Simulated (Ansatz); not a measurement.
Ge: geometry relaxation (part 2 of 2)

Continued. System: Ge (P6₃/mmc, 4 atoms in the cell). Method: DFT r2SCAN, scalar-relativistic, plane waves, PAW, no spin polarisation (Ansatz 0.2.0); cutoff 500 eV, 12×12×6 k-mesh, Gaussian smearing of 0.01 eV. The structure derives from a Materials Project entry. It belongs to a series of runs on one base structure; here: biaxial strain in the a-b plane, c and atoms relaxed: +3.0 %.

Geometry of the input (Å; fractional positions):
```
4.1155  0.0000  0.0000
-2.0578  3.5641  0.0000
0.0000  0.0000  6.4839
Ge 0.6667  0.3333  0.0619
Ge 0.3333  0.6667  0.5619
Ge 0.6667  0.3333  0.4381
Ge 0.3333  0.6667  0.9381
```

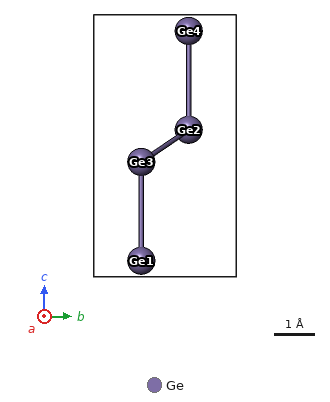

**Figure 1.** The geometry at step 2 of the log (ball-and-stick view of the cell of the calculation, along the a axis; atoms are numbered from 1 in the order of the input).

## Output, continued
```
relax step   4: F+E_penalty+E_count = -17211.46994481 eV  Δ(F+E_penalty+E_count) = -7.079e-5 eV  max|allowed force component| = 3.296e-4 eV/Å  Δτ_max = 0.0015 Å  P = -3.182 GPa  Ω = 96.197 Å³  energy of the carried Pulay correction = -3.331e-4 eV  fix = [a, b, gamma]  reactions: a -4.774, b -4.774 GPa  (4 SCF iters, dr2 threshold 4.49e-8 eV, accepted)
Initial wavefunctions: pseudopotential atomic-orbital guess (no wavefunctions were taken with the density)
iter 1 solved again at ethr=6.58e-8 eV; its pass at ethr=3.10e-3 eV (dr2=3.69e-5 eV) is discarded
SCF iter   1: F=—  HF=-17211.470169 eV  |F-HF|=—  |Δ(HF+E_count)|=         —  Δρ=1.05e-4  dr2=2.31e-7  dr2_τ=1.43e-7  ethr=6.58e-8  ⟨swp⟩=3.0  Hψ=15659  notcnv=0
preconditioner: auto → Resta (q_TF=auto, 2.493 Å⁻¹)  ε∞=2.5  [insulator: Δε(μ)=0.041 eV  Ē_g=23.176 eV  σ=0.010 eV  W_gap=1.00  n_scr=22 (ndim 8)  ℏωp=28.3 eV  f_vac=0.087  D(μ)=0.01/eV (n_scr^D=0)  ε∞_Penn≈2.5]
SCF iter   2: F=—  HF=-17211.470269 eV  |F-HF|=—  |Δ(HF+E_count)|=   9.96e-5  Δρ=5.30e-5  dr2=7.21e-8  dr2_τ=5.72e-7  ethr=4.13e-10  ⟨swp⟩=2.1  Hψ=4645  notcnv=0
SCF iter   3: F=—  HF=-17211.470290 eV  |F-HF|=—  |Δ(HF+E_count)|=   2.13e-5  Δρ=5.09e-6  dr2=1.53e-9  dr2_τ=5.22e-9  ethr=1.29e-10  ⟨swp⟩=3.0  Hψ=4725  notcnv=0
SCF iter   4: F=—  HF=-17211.470290 eV  |F-HF|=—  |Δ(HF+E_count)|=   1.86e-7  Δρ=1.13e-6  dr2=3.36e-10  dr2_τ=1.99e-10  ethr=2.73e-12  ⟨swp⟩=2.0  Hψ=4711  notcnv=0
SCF iter   5: F=—  HF=-17211.470290 eV  |F-HF|=—  |Δ(HF+E_count)|=   6.51e-9  Δρ=8.75e-8  dr2=5.22e-12  dr2_τ=6.65e-13  ethr=1.00e-12  ⟨swp⟩=2.0  Hψ=3191  notcnv=0
SCF iter   6: F=-17211.470290 eV  HF=-17211.470290 eV  |F-HF|=7.28e-12  |Δ(HF+E_count)|=  7.28e-12  Δρ=2.99e-8  dr2=5.97e-13  dr2_τ=9.84e-14  ethr=1.00e-12  ⟨swp⟩=5.0  Hψ=9616  notcnv=0
SCF 5 converged in 6 iterations: F = -17211.470290 eV  dr2 = 5.97e-13
relax step   5: F+E_penalty+E_count = -17211.47029010 eV  Δ(F+E_penalty+E_count) = -3.453e-4 eV  max|allowed force component| = 3.452e-4 eV/Å  Δτ_max = 0.0000 Å  P = -3.179 GPa  Ω = 96.197 Å³  fix = [a, b, gamma]  reactions: a -4.773, b -4.773 GPa  stress off target by 7.01e-3 GPa on what of the cell is left free  SCF on the basis re-selected at this cell (its energy is not comparable with the rows above)  (6 SCF iters)
basis re-selected at this cell: Δ(F+E_penalty+E_count) = -3.453e-4 eV, ΔP = +0.002 GPa vs the last step (what re-selecting the basis moved, of the pressure what is left beyond the Pulay correction that the steps carried, after the strain that the cell walked since its last selection, with what the two solves' SCF thresholds leave and, on support functions, any second-order correction that the steps lacked; it is no measure of the basis error at this ecutwfc). This SCF's stress stands 7.01e-3 GPa from its target on what of the cell is left free (relax.cell.stress_tol is 1.50e-2 GPa) and its largest allowed force component is 3.45e-4 eV/Å (relax.f_tol is 8.00e-3 eV/Å): within both
SCF converged after 6 iterations
Free energy (F): -17211.470290 eV
Harris-Foulkes:  -17211.470290 eV  (|F-HF|=7.28e-12)
Internal energy: -17211.470290 eV  (E = F + TS)
E sigma→0 (E₀):  -17211.470290 eV
Entropy (-TS):   -0.000000 eV (-0.000 meV/atom)
Fermi energy:    7.579502 eV
--- Per-component energies (eV) ---
  E_band       = -673.498347
  E_kinetic    = 441.114005
  E_local      = -10079.274358  (includes V_loc(G=0)·N_el)
  E_nonlocal   = 1678.577241
  E_hartree    = 4420.721934
  E_xc         = -274.875768
  E_vxc        = -269.545635  (∫ρ·V_xc dr)
  E_paw        = -8135.701881  (= ΣΔE_a)
  E_vpaw       = -1301.037040  (= ΣTr[D̂ρ^β])
  E_aug_tail   = 0.000064  (compensation charges beyond the density's cutoff)
  E_vtau       = 15.223477  (kinetic-family band-sum trace: ∫τ·v_τ [+ j·A + Jᵃ·Aᵃ] dr)
  E_ewald      = -5257.688464
  E_core_change = -4.343063  (= ΣΔE_core)
  E_smearing   = -0.000000  (= −TS)
  E_closure    = -0.000000  (closes the sum)
  Σ components = -17211.470290   (vs F -17211.470290, Δ=0.00e0)
--- Forces (eV/Å), atoms counted from 1 ---
  atom   1  Ge     0.00000000     0.00000000    -0.00034516
  atom   2  Ge    -0.00000000    -0.00000000    -0.00034516
  atom   3  Ge     0.00000000     0.00000000     0.00034516
  atom   4  Ge    -0.00000000    -0.00000000     0.00034516
  max |Σ_I F_I| component: 1.62e-17 eV/Å
--- Stress (GPa, compression-positive) ---
       -4.772532      -0.000000       0.000000
       -0.000000      -4.772532       0.000000
        0.000000       0.000000       0.007015
  P = ⅓ Tr σ = -3.1793 GPa (-31.793 kbar)
--- Band table (eV; the first three rows and the last of 76) ---
  k-point 0: bands = ["-17.7654", "-17.7654", "-17.7551", "-17.7287", "-17.7287", "-17.7282", "-17.7130", "-17.7130", "-17.6585", "-17.6585", "-17.5582", "-17.5582", "-17.5375", "-17.5323", "-17.5323", "-17.5064", "-17.5035", "-17.5035", "-17.4845", "-17.4845", "-5.2535", "-3.0516", "0.0327", "5.9903", "5.9903", "7.3042", "7.5983", "7.6360", "7.7071", "7.7071", "9.9286", "9.9286", "10.8092", "12.3579"]
  k-point 1: bands = ["-17.7636", "-17.7636", "-17.7531", "-17.7336", "-17.7336", "-17.7298", "-17.7076", "-17.7076", "-17.6624", "-17.6624", "-17.5554", "-17.5554", "-17.5357", "-17.5330", "-17.5330", "-17.5087", "-17.5027", "-17.5027", "-17.4859", "-17.4859", "-5.1646", "-3.3455", "0.4980", "6.0691", "6.0691", "6.0797", "7.4041", "7.5155", "7.5155", "8.7283", "10.1181", "10.1181", "10.9022", "12.1509"]
  k-point 2: bands = ["-17.7586", "-17.7586", "-17.7478", "-17.7422", "-17.7422", "-17.7342", "-17.6970", "-17.6970", "-17.6722", "-17.6722", "-17.5487", "-17.5487", "-17.5357", "-17.5357", "-17.5305", "-17.5149", "-17.4998", "-17.4998", "-17.4898", "-17.4898", "-4.9012", "-3.9222", "1.5823", "4.4892", "6.2990", "6.2990", "7.0979", "7.0979", "7.6992", "8.6885", "10.5567", "10.5567", "11.6647", "11.6647"]
  k-point 75: bands = ["-17.7855", "-17.7855", "-17.7731", "-17.7731", "-17.7036", "-17.7036", "-17.6495", "-17.6495", "-17.6270", "-17.6270", "-17.6086", "-17.6086", "-17.5680", "-17.5680", "-17.5451", "-17.5451", "-17.4736", "-17.4736", "-17.4621", "-17.4621", "-2.2424", "-2.2424", "-0.5987", "-0.5987", "3.4962", "3.4962", "5.7832", "5.7832", "9.3052", "9.3052", "12.3396", "12.3396", "13.3069", "13.3069"]
--- Relaxed structure (4 steps of the walk, 4 accepted, 1 SCFs on fresh bases) ---
  F+E_penalty+E_count = -17211.47029010 eV   max|allowed force component| = 3.452e-4 eV/Å   (the final SCF, on the basis selected at the relaxed cell)
  cell:  # Å, volume = 96.1974 Å³
    - [4.11551816300331, -6.278878303798419e-100, 5.2093289149697736e-34]
    - [-2.057759081501655, 3.5641432788971334, 1.0428301165053885e-33]
    - [8.207124666186863e-34, 2.370947125787316e-33, 6.558185495140513]
  atoms:
    - { symbol: Ge, position: [0.6666666666666665, 0.33333333333333326, 0.060846019848704025] }
    - { symbol: Ge, position: [0.33333333333333326, 0.6666666666666665, 0.560846019848704] }
    - { symbol: Ge, position: [0.6666666666666665, 0.33333333333333326, 0.439153980151296] }
    - { symbol: Ge, position: [0.33333333333333326, 0.6666666666666665, 0.9391539801512958] }
```

## Trajectory as extended XYZ (Å, eV, eV/Å), 5 frames, from step=1 to step=5
```
4
Lattice="4.1155 0.0000 0.0000 -2.0578 3.5641 0.0000 0.0000 0.0000 6.4839" Properties=species:S:1:pos:R:3:forces:R:3 step=1 energy=-17211.45796 pressure_GPa=-2.40
Ge    2.0578    1.1880    0.4012    0.0000   0.0000  -0.2613
Ge    0.0000    2.3761    3.6431    0.0000   0.0000  -0.2613
Ge    2.0578    1.1880    2.8407    0.0000   0.0000   0.2613
Ge    0.0000    2.3761    6.0827    0.0000   0.0000   0.2613
4
Lattice="4.1155 0.0000 0.0000 -2.0578 3.5641 0.0000 0.0000 0.0000 6.5609" Properties=species:S:1:pos:R:3:forces:R:3 step=2 energy=-17211.46940 pressure_GPa=-3.19
Ge    2.0578    1.1880    0.4028    0.0000   0.0000  -0.0760
Ge    0.0000    2.3761    3.6833    0.0000   0.0000  -0.0760
Ge    2.0578    1.1880    2.8776    0.0000   0.0000   0.0760
Ge    0.0000    2.3761    6.1581    0.0000   0.0000   0.0760
4
Lattice="4.1155 0.0000 0.0000 -2.0578 3.5641 0.0000 0.0000 0.0000 6.5533" Properties=species:S:1:pos:R:3:forces:R:3 step=3 energy=-17211.46987 pressure_GPa=-3.14
Ge    2.0578    1.1880    0.3972    0.0000   0.0000   0.0268
Ge    0.0000    2.3761    3.6739    0.0000   0.0000   0.0268
Ge    2.0578    1.1880    2.8794    0.0000   0.0000  -0.0268
Ge    0.0000    2.3761    6.1561    0.0000   0.0000  -0.0268
4
Lattice="4.1155 0.0000 0.0000 -2.0578 3.5641 0.0000 0.0000 0.0000 6.5582" Properties=species:S:1:pos:R:3:forces:R:3 step=4 energy=-17211.46995 pressure_GPa=-3.18
Ge    2.0578    1.1880    0.3990    0.0000   0.0000  -0.0003
Ge    0.0000    2.3761    3.6781    0.0000   0.0000  -0.0003
Ge    2.0578    1.1880    2.8801    0.0000   0.0000   0.0003
Ge    0.0000    2.3761    6.1591    0.0000   0.0000   0.0003
4
Lattice="4.1155 0.0000 0.0000 -2.0578 3.5641 0.0000 0.0000 0.0000 6.5582" Properties=species:S:1:pos:R:3:forces:R:3 step=5 energy=-17211.47029 pressure_GPa=-3.18
Ge    2.0578    1.1880    0.3990    0.0000   0.0000  -0.0003
Ge    0.0000    2.3761    3.6781    0.0000   0.0000  -0.0003
Ge    2.0578    1.1880    2.8801    0.0000   0.0000   0.0003
Ge    0.0000    2.3761    6.1591    0.0000   0.0000   0.0003
```

## Results in brief

| quantity | value |
| --- | --- |
| outcome | converged |
| space group (tolerance 0.01 Å) | P6₃/mmc (194) |
| electrons treated | 56 |
| free energy | −17211.4703 eV |
| Fermi energy | 7.580 eV |
| gap on the k-point mesh | none (metallic) |
| pressure | −3.18 GPa |
| final volume | 96.20 Å³ |
| largest force (length of the vector) at the end | under 0.001 eV/Å |
| final cell | a = 4.116 Å, b = 4.116 Å, c = 6.558 Å, α = 90.00°, β = 90.00°, γ = 120.00° |
| hardware | 1 thread of AMD EPYC (Zen 3), 189 GiB of memory available, shared host |
| wall time | 3.9 min |
| peak memory | 0.73 GiB |
